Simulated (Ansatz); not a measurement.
**Cu10N (slab): density, localisation and related maps**

Input file:

```
crystal:
  lattice:
    - [3.5633715692, 0.0, 0.0]
    - [0.0, 3.5633715692, 0.0]
    - [0.0, 0.0, 26.1267431384]
  atoms:
    - { symbol: Cu, position: [0.0, 0.5, 0.3253371442] }
    - { symbol: Cu, position: [0.5, 0.0, 0.3253371442] }
    - { symbol: Cu, position: [0.5, 0.5, 0.3935310931] }
    - { symbol: Cu, position: [0.0, 0.0, 0.3935310931] }
    - { symbol: Cu, position: [0.0, 0.5, 0.4621347903] }
    - { symbol: Cu, position: [0.5, 0.0, 0.4621347903] }
    - { symbol: Cu, position: [0.5, 0.5, 0.5307919807] }
    - { symbol: Cu, position: [0.0, 0.0, 0.5307919807] }
    - { symbol: Cu, position: [0.0, 0.5, 0.5980629857] }
    - { symbol: Cu, position: [0.5, 0.0, 0.5980629857] }
    - { symbol: "N", position: [0.5, 0.5, 0.6355724446] }
basis:
  ecutwfc: 420
kpoints:
  mp_grid: { grid: [8, 8, 1] }
hamiltonian:
  xc: pbe
  dispersion: d3bj
scf:
  occupations: { method: gaussian, width: 0.1 }
output:
  forces: true
  eigenvalues: true
  write_density: true
  write_potential: true
  elf: true
  volumetric_format: npy
relax:
  adjacent_minimum: "off"
  f_tol: 0.03
  max_steps: 70
  constraints: [{ sites: [0, 1, 2, 3] }]
efield:
  axis: 3
  dipole_correction: true
```

Command:

```sh
ansatz run input.yaml --threads 2 --pin off --max-ram 5120MiB --backend cpu --events-out ev --progress --plain --runs-dir out
```

The fields are those of the relaxed geometry.

Computed without spin polarisation.

Method: Ansatz, DFT PBE+D3(BJ), scalar-relativistic, plane waves, PAW.

Core electrons are frozen (PAW), and the valence fields are smoothed inside the atomic spheres.

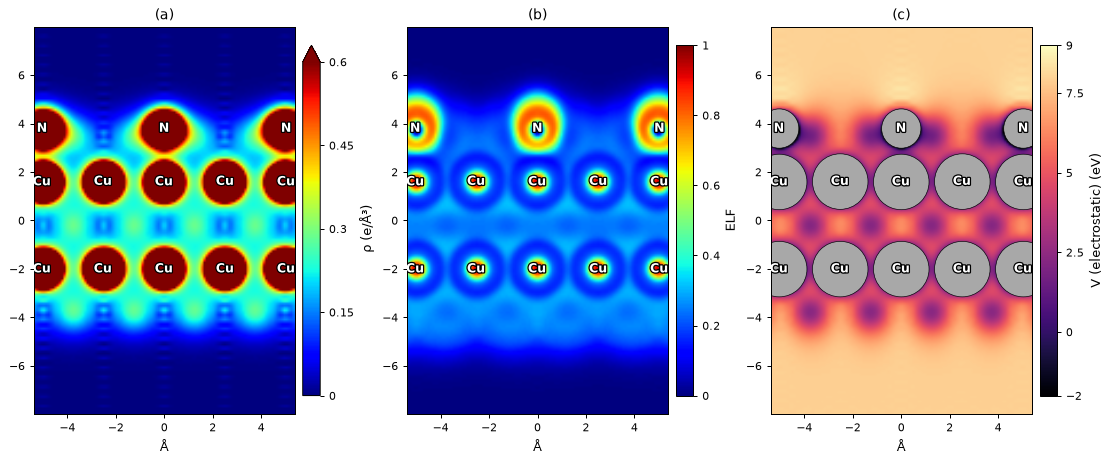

Figure 1. (a) valence pseudo-density; (b) ELF; (c) electrostatic potential (local pseudopotential plus Hartree) felt by an electron on the (110) plane of the calculation cell, a cut from vacuum to vacuum. Grey discs cover the atomic cores in the potential map.

Q: What does the map show?

A:
- Atoms in the plane: Cu and N.
- The density dies away to nearly zero in the vacuum.
- The features right at Cu lie inside the PAW spheres, where the map follows smoothed inner orbitals and isn't to be read closely.

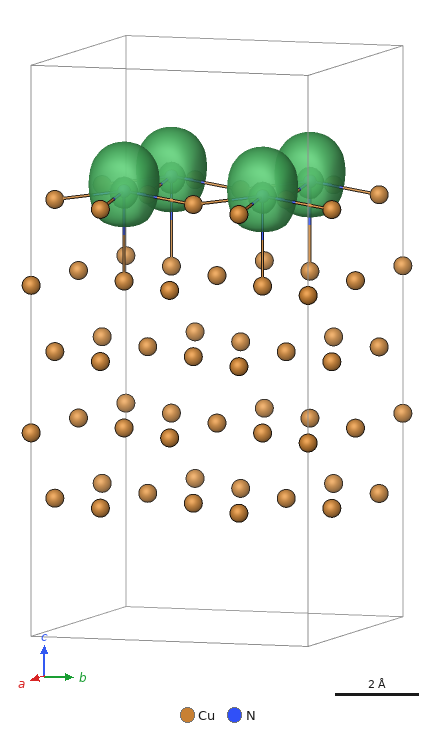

Figure 2. Isosurface of the ELF at 0.55 (green), seen slightly off an axis. Only the valence region is drawn (cores and ρ < 0.01 e/Å³ removed). Sticks mark near contacts.

Q: Identify the bonds, lone pairs and shells in this picture.

A: The surface consists of one region wrapped around N (its valence shell), counted in one cell of 11 atoms. Counts are for one cell; the picture repeats the cell along the surface. Profiles from the grid: Cu–N (1.80 Å): the ELF peaks at about 0.80 in the valence shell of N, 0.6 Å from its nucleus, and is about 0.30 at the midpoint.

Q: Does the calculation make it a metal, or give it a gap?

A: It is metallic or semimetallic at this level of theory: no gap opens.
